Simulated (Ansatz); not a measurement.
**Si$_{12}$N: geometry relaxation (part 4 of 4)**

The same run, continued: Si$_{12}$N (slab, 26 atoms in the cell); DFT PBE, scalar-relativistic, plane waves, PAW, no spin polarisation (Ansatz 0.2.0); cutoff 420 eV, 3×3×1 k-mesh, Gaussian smearing of 0.05 eV. The structure derives from an entry of the Crystallography Open Database. The input holds or restrains some coordinates. It belongs to a series of runs on one base structure; here: 1 N2 a cell, upright, over a bridge Si-Si site.

## Trajectory as extended XYZ, continued
```
26
Lattice="7.7354 0.0000 0.0000 -3.8677 6.6991 0.0000 0.0000 0.0000 26.2054" Properties=species:S:1:pos:R:3:forces:R:3 step=13 energy=-16017.81196 accepted=F
Si    3.8677    2.2330    8.0000    0.0485  -0.0280   0.5882
Si    1.9339    5.5826    8.0000   -0.0589   0.0295   0.6057
Si    0.0000    2.2330    8.0000   -0.0550   0.0362   0.6057
Si   -1.9339    5.5826    8.0000    0.0472  -0.0272   0.5833
Si    1.9339    3.3495    8.7895    0.0046  -0.0027  -0.9032
Si    3.8677    0.0000    8.7895   -0.0198   0.0100  -0.7202
Si   -1.9339    3.3495    8.7895   -0.0186   0.0121  -0.7202
Si    0.0000    0.0000    8.7895    0.0086  -0.0050  -0.9065
Si   -1.9339    3.3495   11.1580    0.0147  -0.0132   0.1176
Si    0.0000    0.0000   11.1580   -0.0012   0.0007   0.3119
Si    1.9339    3.3495   11.1580    0.0024  -0.0014   0.3091
Si    3.8677    0.0000   11.1580    0.0188  -0.0061   0.1176
Si    3.8713    4.4639   11.9131    0.0034  -0.0026   0.0011
Si    5.7977    1.1187   11.9448   -0.0022   0.0013   0.0065
Si   -0.0038    4.4682   11.9437    0.0037  -0.0021   0.0013
Si    1.9375    1.1145   11.9131    0.0039  -0.0017   0.0011
Si   -0.1513    4.5534   14.3778    0.0028  -0.0016  -0.0060
Si    1.9967    1.0829   14.3251   -0.0025  -0.0018   0.0069
Si    3.9282    4.4284   14.3251    0.0003   0.0030   0.0069
Si    5.6477    1.2053   14.3779    0.0203  -0.0117  -0.0187
Si   -2.0285    5.6372   15.3029    0.0029  -0.0017  -0.0011
Si   -0.0161    2.2419   14.5931   -0.0132  -0.0012   0.0058
Si    1.9181    5.5921   14.5931   -0.0056   0.0120   0.0058
Si    3.7742    2.2870   15.3124   -0.0074   0.0043  -0.0031
N    -0.8802    0.5082   18.2994    0.0214  -0.0123   0.6752
N    -0.8479    0.4895   19.4059   -0.0193   0.0111  -0.6704
26
Lattice="7.7354 0.0000 0.0000 -3.8677 6.6991 0.0000 0.0000 0.0000 26.2054" Properties=species:S:1:pos:R:3:forces:R:3 step=14 energy=-16017.81294
Si    3.8677    2.2330    8.0000    0.0499  -0.0288   0.5858
Si    1.9339    5.5826    8.0000   -0.0576   0.0311   0.6009
Si    0.0000    2.2330    8.0000   -0.0557   0.0344   0.6009
Si   -1.9339    5.5826    8.0000    0.0460  -0.0266   0.5847
Si    1.9339    3.3495    8.7895    0.0057  -0.0033  -0.8983
Si    3.8677    0.0000    8.7895   -0.0195   0.0099  -0.7229
Si   -1.9339    3.3495    8.7895   -0.0184   0.0119  -0.7229
Si    0.0000    0.0000    8.7895    0.0089  -0.0052  -0.9079
Si   -1.9339    3.3495   11.1580    0.0101   0.0068   0.1025
Si    0.0000    0.0000   11.1580    0.0312  -0.0180   0.3124
Si    1.9339    3.3495   11.1580    0.0307  -0.0177   0.3160
Si    3.8677    0.0000   11.1580   -0.0009  -0.0121   0.1025
Si    3.8728    4.4632   11.9174   -0.0206   0.0099  -0.0062
Si    5.7975    1.1189   11.9351    0.0027  -0.0016   0.0079
Si   -0.0028    4.4677   11.9392    0.0021  -0.0012   0.0142
Si    1.9388    1.1135   11.9174   -0.0188   0.0129  -0.0062
Si   -0.1423    4.5482   14.3735   -0.0173   0.0100  -0.0157
Si    1.9954    1.0786   14.3310    0.0012  -0.0027  -0.0050
Si    3.9313    4.4317   14.3310    0.0030   0.0003  -0.0050
Si    5.6519    1.2029   14.3617   -0.0272   0.0157   0.0165
Si   -2.0155    5.6297   15.3039   -0.0210   0.0121   0.0054
Si   -0.0173    2.2388   14.5923    0.0394  -0.0077   0.0149
Si    1.9202    5.5947   14.5923    0.0264  -0.0303   0.0149
Si    3.7797    2.2838   15.3009   -0.0010   0.0006   0.0044
N    -0.8152    0.4707   18.2547   -0.0038   0.0022   0.0516
N    -0.8599    0.4965   19.3561    0.0044  -0.0025  -0.0454
26
Lattice="7.7354 0.0000 0.0000 -3.8677 6.6991 0.0000 0.0000 0.0000 26.2054" Properties=species:S:1:pos:R:3:forces:R:3 step=15 energy=-16017.81387
Si    3.8677    2.2330    8.0000    0.0504  -0.0291   0.5847
Si    1.9339    5.5826    8.0000   -0.0571   0.0309   0.6033
Si    0.0000    2.2330    8.0000   -0.0553   0.0340   0.6033
Si   -1.9339    5.5826    8.0000    0.0475  -0.0274   0.5829
Si    1.9339    3.3495    8.7895    0.0048  -0.0027  -0.8996
Si    3.8677    0.0000    8.7895   -0.0196   0.0104  -0.7218
Si   -1.9339    3.3495    8.7895   -0.0188   0.0118  -0.7218
Si    0.0000    0.0000    8.7895    0.0076  -0.0044  -0.9064
Si   -1.9339    3.3495   11.1580    0.0149  -0.0062   0.1277
Si    0.0000    0.0000   11.1580    0.0059  -0.0034   0.3200
Si    1.9339    3.3495   11.1580    0.0116  -0.0067   0.3176
Si    3.8677    0.0000   11.1580    0.0128  -0.0098   0.1277
Si    3.8716    4.4638   11.9155   -0.0011   0.0014  -0.0063
Si    5.7976    1.1188   11.9433    0.0012  -0.0007  -0.0031
Si   -0.0030    4.4678   11.9438   -0.0030   0.0017   0.0013
Si    1.9378    1.1143   11.9155   -0.0017   0.0003  -0.0063
Si   -0.1487    4.5519   14.3784    0.0012  -0.0007  -0.0105
Si    1.9967    1.0804   14.3285   -0.0007   0.0005   0.0060
Si    3.9305    4.4297   14.3285   -0.0008   0.0003   0.0060
Si    5.6544    1.2015   14.3743   -0.0038   0.0022  -0.0039
Si   -2.0242    5.6347   15.3074   -0.0025   0.0014  -0.0020
Si   -0.0138    2.2416   14.6031    0.0019  -0.0050   0.0011
Si    1.9195    5.5902   14.6031    0.0052   0.0008   0.0011
Si    3.7789    2.2843   15.3050   -0.0016   0.0009  -0.0044
N    -0.8411    0.4856   18.3214   -0.0014   0.0008   0.1012
N    -0.8483    0.4898   19.4244    0.0023  -0.0014  -0.0979
26
Lattice="7.7354 0.0000 0.0000 -3.8677 6.6991 0.0000 0.0000 0.0000 26.2054" Properties=species:S:1:pos:R:3:forces:R:3 step=16 energy=-16017.81403
Si    3.8677    2.2330    8.0000    0.0503  -0.0291   0.5836
Si    1.9339    5.5826    8.0000   -0.0570   0.0317   0.6032
Si    0.0000    2.2330    8.0000   -0.0559   0.0335   0.6032
Si   -1.9339    5.5826    8.0000    0.0471  -0.0272   0.5826
Si    1.9339    3.3495    8.7895    0.0052  -0.0030  -0.9000
Si    3.8677    0.0000    8.7895   -0.0194   0.0105  -0.7229
Si   -1.9339    3.3495    8.7895   -0.0188   0.0116  -0.7229
Si    0.0000    0.0000    8.7895    0.0076  -0.0044  -0.9069
Si   -1.9339    3.3495   11.1580    0.0139  -0.0058   0.1253
Si    0.0000    0.0000   11.1580    0.0041  -0.0024   0.3152
Si    1.9339    3.3495   11.1580    0.0085  -0.0049   0.3139
Si    3.8677    0.0000   11.1580    0.0120  -0.0091   0.1253
Si    3.8713    4.4639   11.9144    0.0007  -0.0003   0.0006
Si    5.7976    1.1188   11.9429   -0.0004   0.0002  -0.0001
Si   -0.0031    4.4679   11.9433   -0.0026   0.0015   0.0026
Si    1.9375    1.1144   11.9144    0.0006  -0.0004   0.0006
Si   -0.1514    4.5535   14.3773    0.0026  -0.0015  -0.0037
Si    1.9935    1.0811   14.3278   -0.0023   0.0005   0.0031
Si    3.9282    4.4321   14.3278   -0.0016   0.0017   0.0031
Si    5.6513    1.2032   14.3737    0.0027  -0.0016   0.0003
Si   -2.0267    5.6362   15.3084    0.0013  -0.0007  -0.0034
Si   -0.0165    2.2430   14.6046   -0.0020  -0.0025  -0.0009
Si    1.9170    5.5918   14.6046    0.0011   0.0030  -0.0009
Si    3.7753    2.2864   15.3022    0.0009  -0.0005  -0.0020
N    -0.8528    0.4924   18.3586    0.0025  -0.0014   0.0901
N    -0.8256    0.4767   19.4610   -0.0012   0.0007  -0.0886
26
Lattice="7.7354 0.0000 0.0000 -3.8677 6.6991 0.0000 0.0000 0.0000 26.2054" Properties=species:S:1:pos:R:3:forces:R:3 step=17 energy=-16017.81409
Si    3.8677    2.2330    8.0000    0.0506  -0.0292   0.5834
Si    1.9339    5.5826    8.0000   -0.0566   0.0315   0.6026
Si    0.0000    2.2330    8.0000   -0.0556   0.0333   0.6026
Si   -1.9339    5.5826    8.0000    0.0475  -0.0274   0.5823
Si    1.9339    3.3495    8.7895    0.0051  -0.0029  -0.8996
Si    3.8677    0.0000    8.7895   -0.0195   0.0105  -0.7232
Si   -1.9339    3.3495    8.7895   -0.0188   0.0116  -0.7232
Si    0.0000    0.0000    8.7895    0.0075  -0.0043  -0.9064
Si   -1.9339    3.3495   11.1580    0.0125  -0.0052   0.1262
Si    0.0000    0.0000   11.1580    0.0057  -0.0033   0.3164
Si    1.9339    3.3495   11.1580    0.0098  -0.0057   0.3151
Si    3.8677    0.0000   11.1580    0.0107  -0.0083   0.1262
Si    3.8714    4.4639   11.9150   -0.0001   0.0001  -0.0011
Si    5.7976    1.1188   11.9426    0.0005  -0.0003  -0.0010
Si   -0.0032    4.4679   11.9429   -0.0013   0.0008   0.0013
Si    1.9375    1.1144   11.9150   -0.0002   0.0000  -0.0011
Si   -0.1486    4.5518   14.3766    0.0002  -0.0001  -0.0035
Si    1.9950    1.0800   14.3286   -0.0014  -0.0005   0.0016
Si    3.9299    4.4313   14.3286   -0.0003   0.0015   0.0016
Si    5.6533    1.2021   14.3732    0.0005  -0.0003   0.0004
Si   -2.0238    5.6345   15.3076   -0.0003   0.0002  -0.0018
Si   -0.0148    2.2416   14.6052    0.0002  -0.0015   0.0001
Si    1.9191    5.5911   14.6052    0.0015   0.0006   0.0001
Si    3.7774    2.2852   15.3016    0.0003  -0.0002   0.0003
N    -0.8541    0.4931   18.3737    0.0030  -0.0017   0.0536
N    -0.8097    0.4675   19.4752   -0.0015   0.0009  -0.0528
26
Lattice="7.7354 0.0000 0.0000 -3.8677 6.6991 0.0000 0.0000 0.0000 26.2054" Properties=species:S:1:pos:R:3:forces:R:3 step=18 energy=-16017.81414
Si    3.8677    2.2330    8.0000    0.0508  -0.0294   0.5831
Si    1.9339    5.5826    8.0000   -0.0565   0.0312   0.6018
Si    0.0000    2.2330    8.0000   -0.0553   0.0333   0.6018
Si   -1.9339    5.5826    8.0000    0.0480  -0.0277   0.5816
Si    1.9339    3.3495    8.7895    0.0050  -0.0029  -0.8998
Si    3.8677    0.0000    8.7895   -0.0194   0.0105  -0.7238
Si   -1.9339    3.3495    8.7895   -0.0188   0.0116  -0.7238
Si    0.0000    0.0000    8.7895    0.0074  -0.0043  -0.9058
Si   -1.9339    3.3495   11.1580    0.0102  -0.0052   0.1257
Si    0.0000    0.0000   11.1580    0.0071  -0.0041   0.3157
Si    1.9339    3.3495   11.1580    0.0108  -0.0062   0.3145
Si    3.8677    0.0000   11.1580    0.0096  -0.0062   0.1257
Si    3.8714    4.4639   11.9152   -0.0004   0.0002  -0.0003
Si    5.7977    1.1187   11.9421    0.0006  -0.0004  -0.0002
Si   -0.0032    4.4679   11.9420    0.0004  -0.0003   0.0004
Si    1.9375    1.1144   11.9152   -0.0004   0.0002  -0.0003
Si   -0.1457    4.5502   14.3749   -0.0015   0.0009  -0.0003
Si    1.9965    1.0791   14.3292   -0.0001  -0.0012  -0.0005
Si    3.9314    4.4305   14.3292    0.0010   0.0007  -0.0005
Si    5.6551    1.2011   14.3726   -0.0005   0.0003   0.0006
Si   -2.0208    5.6327   15.3060   -0.0008   0.0004   0.0003
Si   -0.0131    2.2400   14.6061    0.0011   0.0003   0.0009
Si    1.9212    5.5904   14.6061    0.0003  -0.0011   0.0009
Si    3.7794    2.2840   15.3012   -0.0001   0.0001   0.0021
N    -0.8419    0.4861   18.3885    0.0016  -0.0009   0.0179
N    -0.7902    0.4562   19.4893   -0.0002   0.0001  -0.0179
```

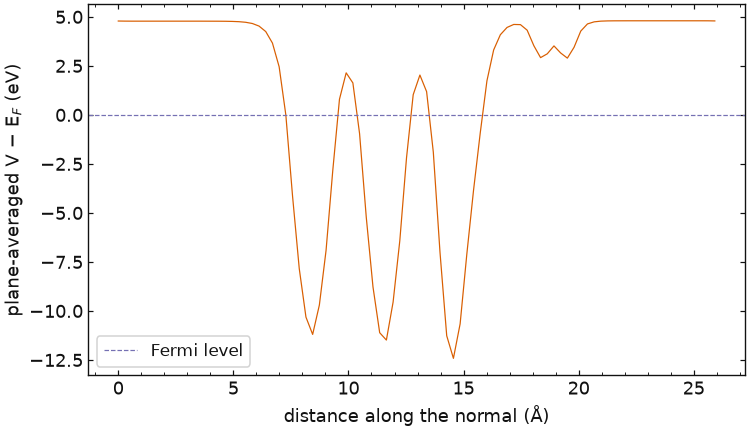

**Figure 1.** Plane average of the electrostatic potential energy of an electron across the cell, from the Fermi level. The vacuum level lies 4.79 eV above the Fermi level.

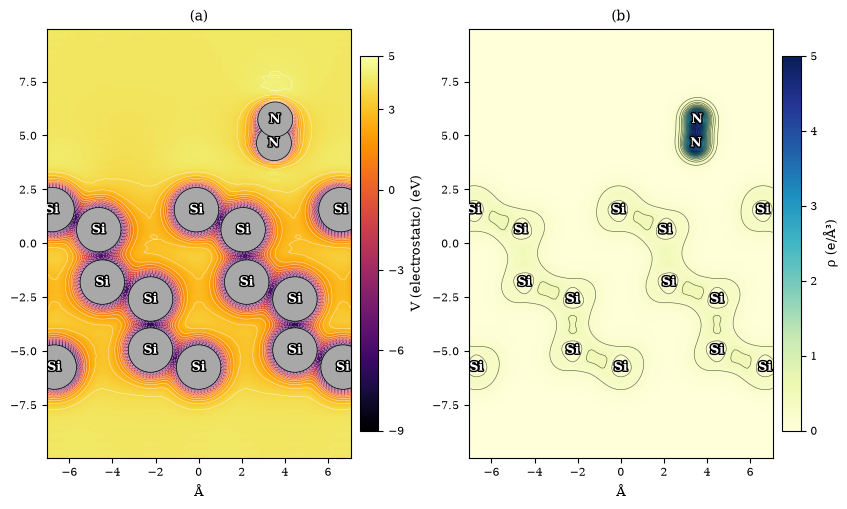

**Figure 2.** (a) electrostatic potential energy of an electron; (b) valence charge density (pseudo) on the (110) plane of the calculation cell, a cut from vacuum to vacuum. Grey discs, where drawn, cover atomic cores. The plane passes through Si and N nuclei. N–N (1.10 Å): ρ is about 4.6 e/Å³ halfway. Si–Si (2.37 Å): ρ at the midpoint is about 0.51 e/Å³, a local maximum along the line. Si–Si (2.44 Å): ρ at the midpoint is about 0.46 e/Å³, a local maximum along the line. The density dies away to nearly zero in the vacuum. In a PAW calculation such maps are meaningful between the atoms, not at the nuclei.

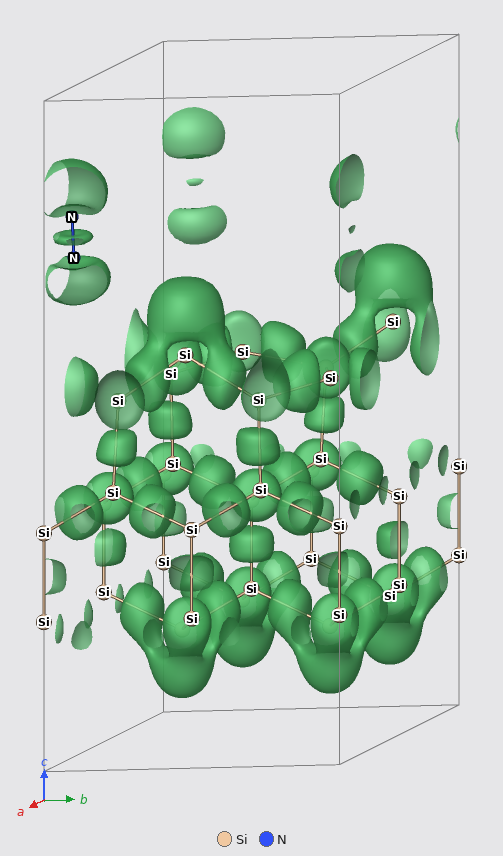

**Figure 3.** Isosurface of the ELF at 0.8 (green), seen slightly off an axis. Only the valence region is drawn (cores and ρ < 0.01 e/Å³ removed). Sticks mark near contacts. Counts are for one cell; the picture repeats the cell along the surface.  Values along the shortest contacts: N–N (1.10 Å): the ELF peaks at about 0.85 between the atoms (inside overlapping PAW spheres, so only a guide); a multiple bond by its length, whose ELF region spreads away from the axis.

## Summary

```tsv
quantity	value
outcome	converged under the restraints of the input
electrons treated	106
free energy	−16017.8141 eV
work function, top face	4.79 eV
work function, bottom face	4.77 eV
Fermi energy	−0.709 eV
gap on the k-point mesh	none (metallic)
final volume	1357.97 Å³
work function (upper face)	4.79 eV
largest force (length of the vector) at the end, held atoms and coordinates included	0.906 eV/Å
wall time	8.4 min (CPU time 15 min)
peak memory	1.7 GiB
```

The program warns: the exchange-correlation potential is rough where the density is thin.
